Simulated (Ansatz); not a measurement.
**Si7Ge: density, localisation and related maps**

Input

```
crystal:
  lattice:
    - [5.4679684317, 0.0, 0.0]
    - [0.0, 4.9211715885, 0.0]
    - [0.0, 0.0, 5.4679684317]
  atoms:
    - { symbol: Si, position: [0.2524307582, 0.2524307582, 0.2524307582] }
    - { symbol: Si, position: [0.0, 0.5, 0.5] }
    - { symbol: Si, position: [0.5, 0.5, 0.0] }
    - { symbol: Si, position: [0.5, 0.0, 0.5] }
    - { symbol: Si, position: [0.7475692418, 0.2524307582, 0.7475692418] }
    - { symbol: Si, position: [0.7475692418, 0.7475692418, 0.2524307582] }
    - { symbol: Si, position: [0.2524307582, 0.7475692418, 0.7475692418] }
    - { symbol: Ge, position: [0.0, 0.0, 0.0] }
basis:
  ecutwfc: 500
kpoints:
  mp_grid: { grid: [6, 6, 6] }
hamiltonian:
  xc: r2scan
scf:
  occupations: { method: gaussian, width: 0.05 }
output:
  forces: true
  stress: true
  eigenvalues: true
  write_density: true
  write_potential: true
  elf: true
  volumetric_format: npy
```

Launched as:

```sh
ansatz run input.yaml --threads 2 --pin off --max-ram 5120MiB --backend cpu --events-out ev --progress --plain --runs-dir out
```

Below, planes, directions and counts refer to the conventional cell (a = 5.47 Å, b = 5.47 Å, c = 4.92 Å, α = 90.00°, β = 90.00°, γ = 90.00°).

Space group P-42m; a structure from a database of computed crystals, not necessarily the ambient phase; changed on purpose from its base cell (strain -0.1000 x Voigt [0, 1, 0, 0, 0, 0], atoms carried along); computed pressure about 12 GPa in this cell.

These are results of Ansatz, DFT r2SCAN, scalar-relativistic, plane waves, PAW, not measurements.

In a PAW calculation such maps are meaningful between the atoms, not at the nuclei.

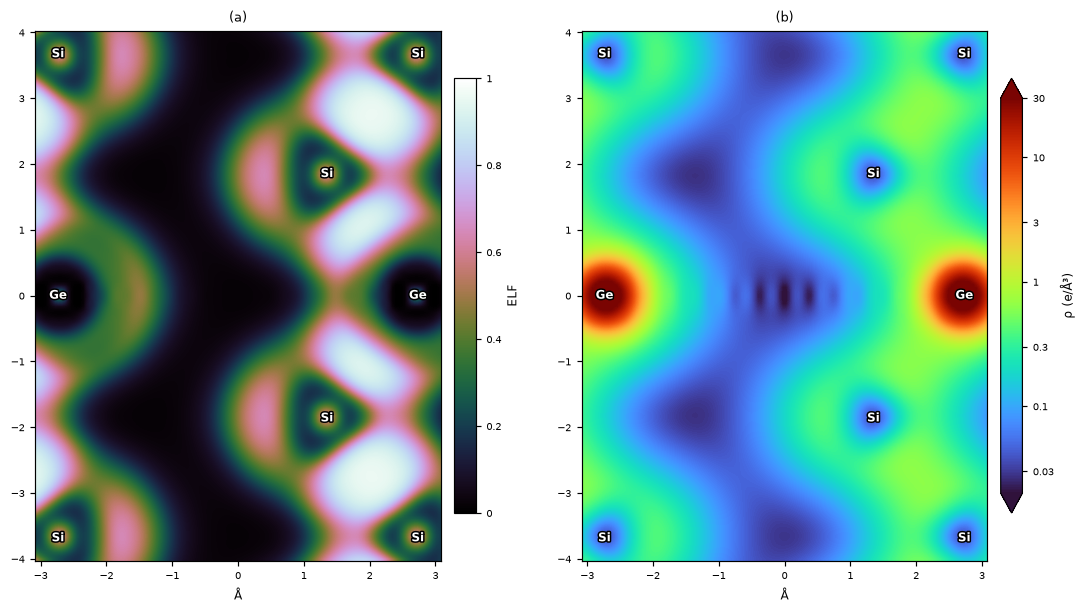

Figure 1. (a) ELF; (b) valence pseudo-density on the (011) plane of the conventional cell.

### Read the bonding off the picture.

Atoms in the plane: Si and Ge. Si–Si (2.29 Å): the density is about 0.64 e/Å³ at the midpoint; the ELF peaks at about 0.95 between the atoms. Si–Ge (2.31 Å): the density is about 0.62 e/Å³ at the midpoint; the ELF peaks at about 0.95 between the atoms. Between the atoms the lowest density in this plane is 0.02 e/Å³.

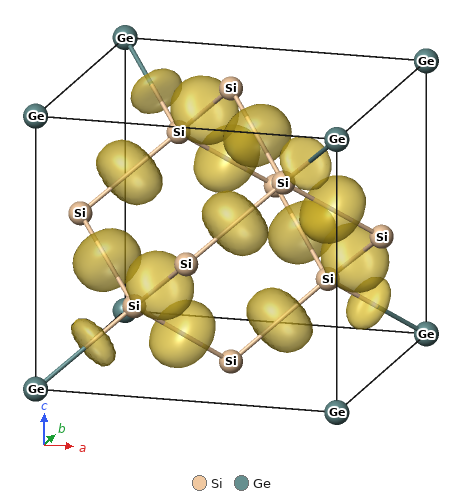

Figure 2. Isosurface of the electron localisation function at 0.85 (yellow), seen slightly off an axis. Only the valence region is drawn (cores and ρ < 0.01 e/Å³ removed). Sticks mark near contacts.

### Where are the electrons localised?

At this value the surface marks out four regions between bonded Ge–Si atoms and twelve regions between bonded Si–Si atoms, counted in one cell of 8 atoms. Regions shared between cells count once. Profiles from the grid: Si–Si (2.28 Å): the ELF peaks at about 0.95 between the atoms.

### Does the calculation make it a metal, or give it a gap?

It is gapless in this calculation (a metal or semimetal).
